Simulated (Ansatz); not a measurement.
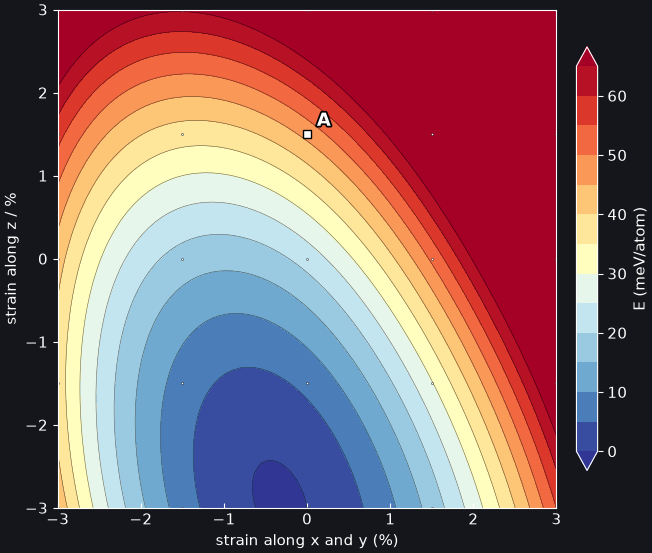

Mo (P6/mmm, No. 191; 1 atom in the cell). The cell is strained homogeneously, by one strain along x and y and another along z, with fractional coordinates fixed (x along [1 0 0], z along [0 0 1] of the conventional cell). The first coordinate is: strain along x and y; the second: strain along z. The scan uses a 5 × 5 grid. Points are written as (first, second). All energies are given in meV/atom relative to the lowest grid point. The reference cell is the one listed in the database, not relaxed at this level. These are results of Ansatz, DFT LDA, scalar-relativistic, plane waves, PAW, not measurements. Settings: cutoff 420 eV, k-mesh 18×18×18, gaussian smearing 0.15 eV, no spin polarisation.

In the figure: filled contours, dots at the grid points, one colour for all values above the top of the scale, the point A. Between grid points the surface is interpolated.

### Is A at rest? If not, where is it pushed?

A, at (0.0 %, 1.5 %), is not a stationary point. The computed force is 15 meV/atom for each 1 % towards smaller values of strain along x and y and 19 meV/atom for each 1 % towards smaller values of strain along z.
